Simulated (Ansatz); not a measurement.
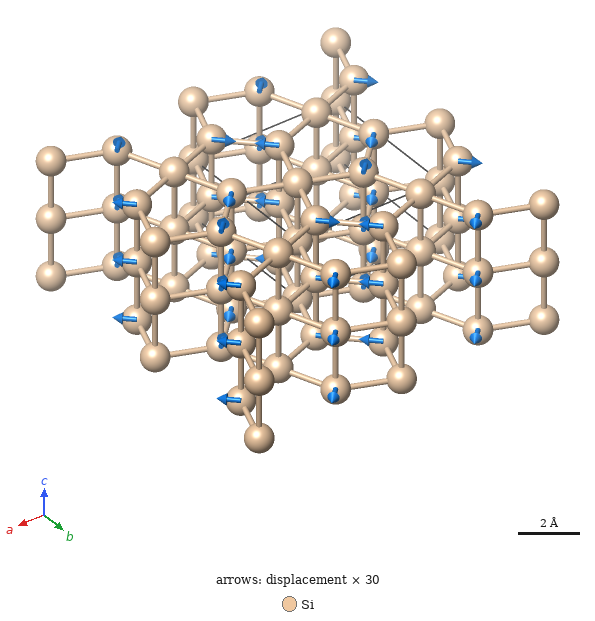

This is a relaxation of solid Si (a generated structure, set up in P4/mbm) (coarse preliminary run). The starting structure is drawn; blue arrows show the displacements (the part carried along by the change of the cell is left out), 30 times their true length.

A ball-and-stick model of the cell of the calculation, repeated 2 × 2 × 2 with one cell outlined, seen from a free direction.

These are results of DFT PBE, scalar-relativistic, plane waves, PAW (Ansatz 0.2.0), not measurements. (plane-wave cutoff 420 eV; k-point mesh 4 × 4 × 8; occupations gaussian; smearing width 0.1 eV; no spin polarisation; cell and atoms relaxed; force threshold 0.04 eV/Å; at most 70 steps)

What happened in the run?

The energy falls by 418 meV per atom in 3 accepted moves (4 points after the start). Largest force component: 0.0053 eV/Å at the start, 0.019 eV/Å at the end. The pressure goes from 42.57 to 0.05 GPa. At 1 point the geometry stayed and the basis and grid were re-selected for the new cell (energy shift of 3.3 meV per atom at most each time). The largest moves relative to the cell, 0.028 Å, are those of Si atoms. Cell: a = b 5.847 → 6.360 Å (+8.8 %), c 2.317 → 2.544 Å (+9.8 %). Volume +29.9 %. Near-neighbour distances that change, for instance: Si–Si 2.317 → 2.544 Å, Si–Si 2.269 → 2.480 Å, Si–Si 2.263 → 2.406 Å. The space group stays P4/mbm (No. 127).
